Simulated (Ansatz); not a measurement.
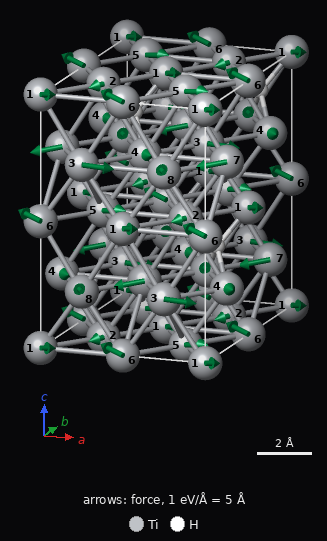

Starting geometry of crystalline Ti8H (set up in F222) (coarse preliminary run) with the computed forces as green arrows. The picture is a ball-and-stick view of the conventional cell (4 times the calculation's cell), seen slightly off an axis. Lengths and directions refer to the drawn axes.

Case: 1 H put on empty site 1 of 8 host cells, relaxed.

All numbers below come from DFT PBE, scalar-relativistic, plane waves, PAW in Ansatz.

Input file:
```yaml
crystal:
  lattice:
    - [-3.2550688458, 3.2550688458, 3.2550688458]
    - [3.4293938939, -3.2550688458, 3.4293938939]
    - [3.2550688458, 3.2550688458, -3.2550688458]
  atoms:
    - { symbol: Ti, position: [1.0e-10, 1.0e-10, 1.0e-10] }
    - { symbol: Ti, position: [1.0e-10, 1.0e-10, 0.5000000001] }
    - { symbol: Ti, position: [0.0127081529, 0.5254163058, 0.0127081529] }
    - { symbol: Ti, position: [0.0127081529, 0.5254163058, 0.5127081529] }
    - { symbol: Ti, position: [0.5000000001, 1.0e-10, 1.0e-10] }
    - { symbol: Ti, position: [0.5000000001, 1.0e-10, 0.5000000001] }
    - { symbol: Ti, position: [0.5127081529, 0.5254163058, 0.0127081529] }
    - { symbol: Ti, position: [0.5127081529, 0.5254163058, 0.5127081529] }
    - { symbol: H, position: [0.1313540765, 0.262708153, 0.3813540765] }
basis:
  ecutwfc: 420
kpoints:
  mp_grid: { grid: [4, 4, 4] }
hamiltonian:
  xc: pbe
scf:
  occupations: { method: gaussian, width: 0.1 }
output:
  forces: true
  stress: true
  eigenvalues: true
relax:
  adjacent_minimum: "off"
  f_tol: 0.0325
  max_steps: 70
  cell: { stress_tol: 0.24 }
```

Launched with:
```bash
ansatz run input.yaml --threads 2 --pin off --max-ram 5120MiB --backend cpu --events-out ev --progress --plain --runs-dir out
```

### Is this structure relaxed? If not, where do the atoms go?

It isn't relaxed: the largest force vector, on Ti atoms, is 0.25 eV/Å. The final displacements follow the starting forces only in part (cosine between the two patterns 0.74). The energy falls by 0.457 eV per cell of the calculation in 5 accepted moves (6 points after the start). The largest force component goes from 0.22 to 0.029 eV/Å. The pressure goes from −3.10 to 0.04 GPa. At 1 point the geometry stayed and the basis and grid were re-selected for the new cell (energy shift of 0.6 meV per cell of the calculation at most each time). The largest moves relative to the cell, 0.21 Å, are those of Ti1, Ti2, Ti4 and Ti8. Ti4 goes roughly along [3 1 1]. H stays in place. The volume changes by −2.4 %, with a 6.510 → 6.423 Å (−1.3 %), b 9.207 → 9.392 Å (+2.0 %), c 9.700 → 9.406 Å (−3.0 %). Near-neighbour distances that change, for instance: Ti1–Ti6 3.255 → 2.880 Å, Ti1–Ti4 3.434 → 3.170 Å, Ti3–Ti5 3.255 → 3.056 Å, Ti3–Ti6 3.024 → 2.841 Å. Bond angles that change, for instance: Ti1–H9–Ti4 129.3° → 116.9°, Ti1–H9–Ti2 95.8° → 105.8°. The space group (tolerance 0.01 Å) goes from F222 (No. 22) to I-4m2 (No. 119).
